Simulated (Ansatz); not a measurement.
System: Ga₃Se, space group Pm-3m (No. 221).

Structure:
```yaml
crystal:
  lattice:
    - [4.22492, 0.00000, 0.00000]
    - [0.00000, 4.22492, 0.00000]
    - [0.00000, 0.00000, 4.22492]
  atoms:
    - { symbol: Ga, position: [0.00000, 0.50000, 0.50000] }
    - { symbol: Ga, position: [0.50000, 0.00000, 0.50000] }
    - { symbol: Ga, position: [0.50000, 0.50000, 0.00000] }
    - { symbol: Se, position: [0.00000, 0.00000, 0.00000] }
```

How it was computed, with Ansatz 0.2.0: homogeneous strain of a crystal along one Voigt pattern with engineering shear, fractional coordinates fixed, by plane-wave density functional theory with PAW datasets, free energies less that of the undisturbed cell; scalar-relativistic. Level: PBEsol with D3(BJ), no spin polarisation.

| setting | value |
| --- | --- |
| wave cutoff | 420 eV |
| k mesh | 12×12×12 |
| occupations | Gaussian |
| smearing width | 0.15 eV |
| k shift | (0, 0, 0) (mesh steps) |
| start | relaxed |
| strain pattern | (0, 1, 0, 0, 0, 0) (xx yy zz yz xz xy with engineering shear) |

Predict the energy change and tensile stress summed over the strain pattern against strain. The strain takes the values −0.1000, −0.0750, −0.0500, −0.0250, 0.0000, 0.0250, 0.0500, 0.0750, 0.0875, 0.1000.

The energy rises on both sides of the starting structure, which is therefore a minimum along this path. The energy change is 37.59 meV/atom at strain −0.1000 and 29.67 meV/atom at 0.1000; the lowest computed point is at strain 0.0000 (0.00 meV/atom), and no other minimum shows. The tensile stress summed over the strain pattern rises from −6.2 GPa at strain −0.1000 to 4.8 GPa at 0.1000, and changes sign near 0.002. The slope of stress against strain at the start, which at zero pressure is the clamped-ion constant C22, is 59.8 GPa. The second derivative of tensile stress is −120 GPa.

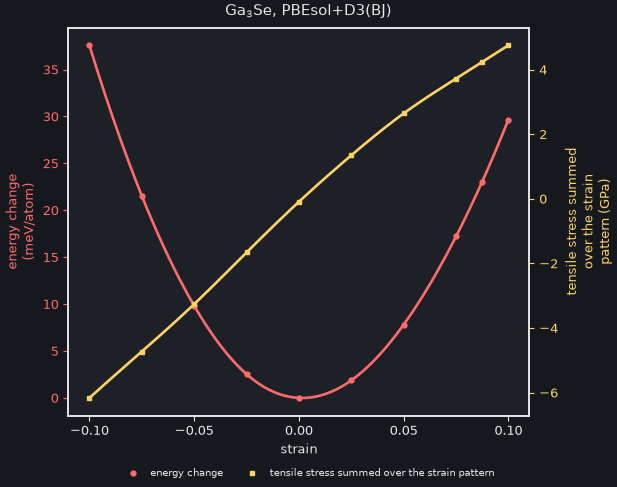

Keep in mind: no spin polarisation, a magnetic state may lie lower.
